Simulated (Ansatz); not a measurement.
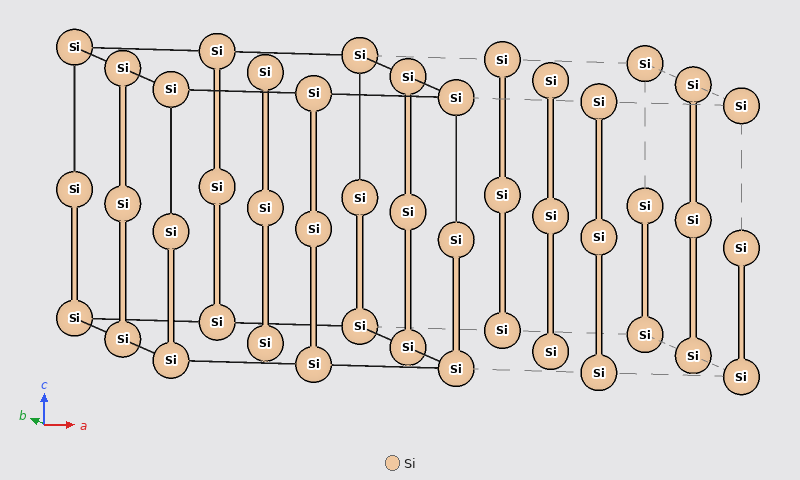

We look at a ball-and-stick model of the crystal slightly off an axis. The picture spans 2×1×1 cells, one conventional unit cell being drawn with solid lines. Cell: a = 5.284 Å, b = 5.284 Å, c = 4.994 Å, α = 90.00°, β = 90.00°, γ = 120.00°.

What is this?

The element is silicon. Space group: P6mm (No. 183). Lattice: primitive hexagonal. The cell holds eight atoms. Taking every contact within bonding distance, one finds Si 1 to 2 (mean 1.8).

The structure was taken from a structure listed in the Materials Project. The cell was then strained or its atoms displaced on purpose. An electronic-structure calculation with Ansatz was run on it.

At this level of theory the cell isn't at rest (forces up to 0.8 eV/Å), so its distances can differ from those at equilibrium, the more so the softer the solid.
